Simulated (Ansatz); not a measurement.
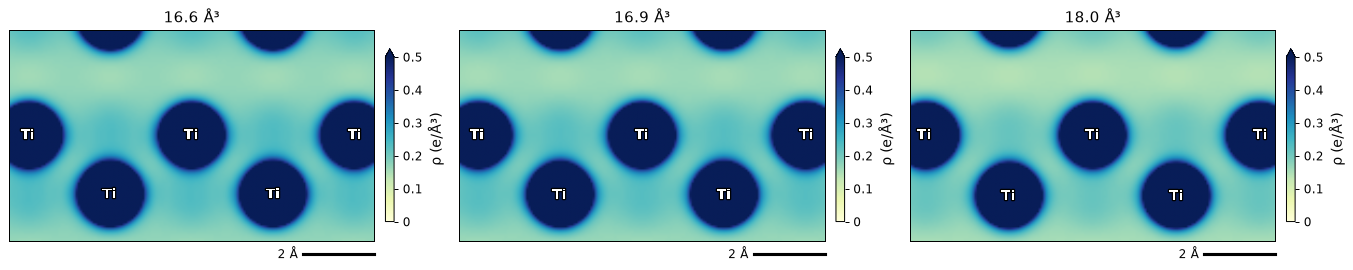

Ti. The valence charge density (pseudo) of cells scaled evenly to different volumes (given per atom above each panel), on the (110) plane of each (indices in the axes of the cell below), at one length scale and on one colour scale.

These are results of Ansatz 0.2.0, Kohn-Sham DFT of a periodic cell, LDA, Ansatz PAW, not measurements.

Core electrons are frozen (PAW), and the valence fields are smoothed inside the atomic spheres.

The largest cell:

```
Ti
1.0
     3.00786    0.00000    0.00000
    -1.50393    2.60488    0.00000
     0.00000    0.00000    4.77179
Ti
2
Direct
  0.66667 0.33333 0.75000
  0.33333 0.66667 0.25000
```

| volume (Å³/atom) | Ti–Ti contact in the plane (Å) | ρ at its midpoint (e/Å³) | pressure (GPa) | 
| --- | --- | --- | --- |
| 16.58 | 2.835 | 0.199 | −3.5 | 
| 16.93 | 2.855 | 0.195 | −5.8 | 
| 17.99 | 2.913 | 0.181 | −11.5 | 
| 18.34 | 2.932 | ? | ? | 
| 18.69 | 2.951 | 0.173 | −14.4 | 

What values belong in the row with question marks?

Answer. Over the known rows ln ρ falls by 1.22 per Å of Ti–Ti distance (a least-squares line), which gives 0.177 e/Å³ at 2.932 Å; the calculation gives 0.177 e/Å³. For the pressure, a straight line in volume between the neighbouring rows gives −13.0 GPa; the calculation gives −13.0.
